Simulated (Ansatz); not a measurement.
Ge

```
CELL_PARAMETERS angstrom
2.79159 -0.00092 0.00000
-0.00172 4.99320 0.00000
0.00000 0.00000 2.63890
ATOMIC_POSITIONS crystal
Ge 0.00000 0.50000 0.00000
Ge 0.50000 0.00000 0.00000
```

Space group Cmmm; a structure from a database of computed crystals, not necessarily the ambient phase; changed on purpose from its base cell (strained and moved within a subgroup).

Level of theory: Ansatz 0.2.0, DFT PBEsol, scalar-relativistic, plane waves, PAW.

In a PAW calculation such maps are meaningful between the atoms, not at the nuclei.

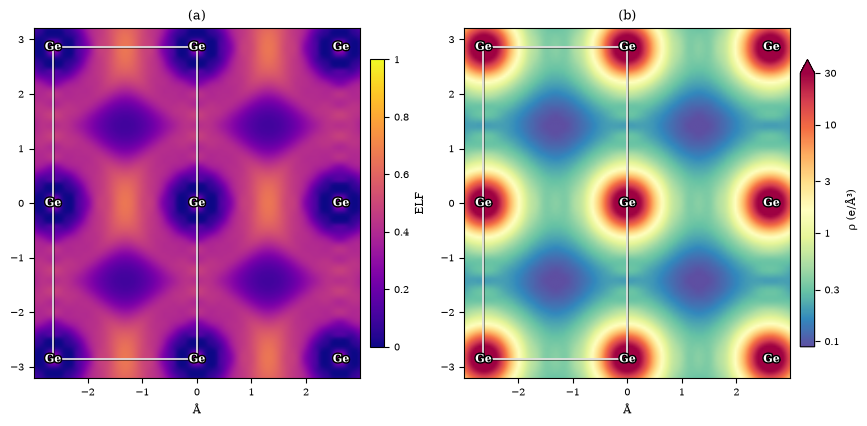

Figure 1. (a) electron localisation function; (b) valence electron density on the (110) plane of the conventional cell.

### Read the bonding off the picture.

Atoms in the plane: Ge.
Ge–Ge (2.64 Å): ρ is about 0.38 e/Å³ halfway; the ELF peaks at about 0.65 between the atoms.
Ge–Ge (2.86 Å): the density is about 0.2 e/Å³ at the midpoint; the ELF is about 0.40 at the midpoint.
Between the atoms the lowest density in this plane is 0.09 e/Å³.

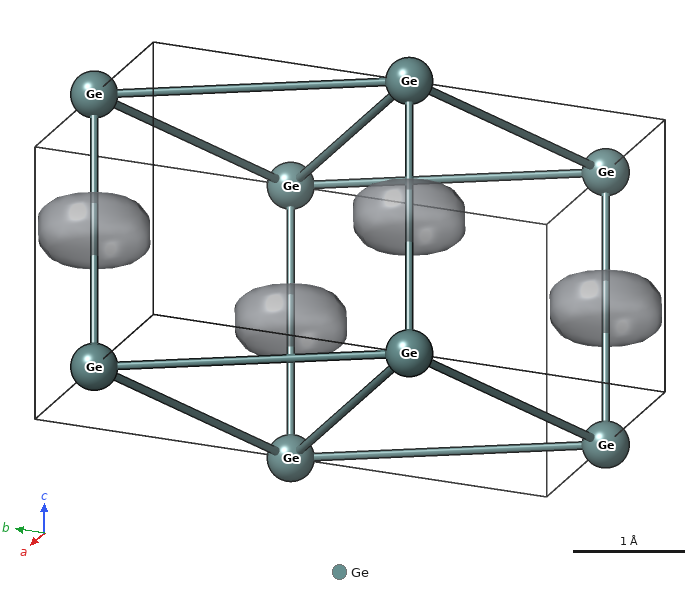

Figure 2. Isosurface of the ELF at 0.55 (grey), seen at an oblique angle. Core shells and regions of very low density are left out. Sticks mark near contacts.

### What do the ELF domains correspond to?

At this value the surface marks out two regions between bonded Ge–Ge atoms, counted in one cell of 2 atoms. Any copies at cell faces, edges or corners count once. Along the contacts the grid gives the following. Ge–Ge (2.79 Å): the ELF is about 0.50 at the midpoint.

### Does the calculation give a band gap?

It is gapless in this calculation (a metal or semimetal).
